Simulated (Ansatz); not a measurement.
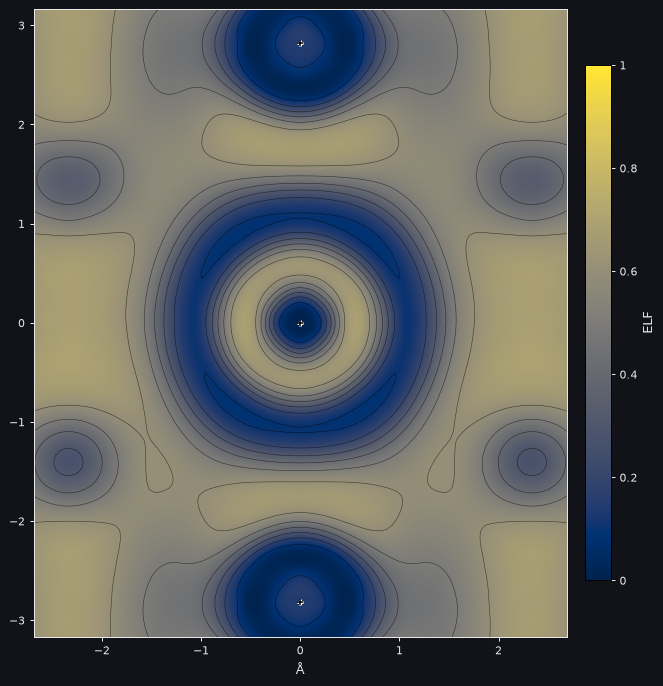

The ELF on a plane through atoms (crosses mark nuclei in the plane).

The calculation used Ansatz, DFT r2SCAN, scalar-relativistic, plane waves, PAW.

Candidates:
A. Sc3Al, a = 4.43 Å, b = 4.43 Å, c = 4.29 Å, α = 90.00°, β = 90.00°, γ = 90.00°. Space group P4/mmm; a structure from a database of computed crystals, not necessarily the ambient phase; changed on purpose from its base cell (strain +0.000 along x and y, -0.030 along z, atoms carried along); computed pressure about 2 GPa in this cell.
B. TiAl3, a = 2.78 Å, b = 4.67 Å, c = 4.90 Å, α = 90.00°, β = 90.00°, γ = 90.00°. Space group Pmm2; a structure from a database of computed crystals, not necessarily the ambient phase; computed without spin polarisation.

Which candidate gave the map?

Answer. Candidate B: TiAl3 on the (101̄) plane of the conventional cell, which holds Ti and Al. Ti–Al (2.82 Å): the ELF is about 0.40 at the midpoint.
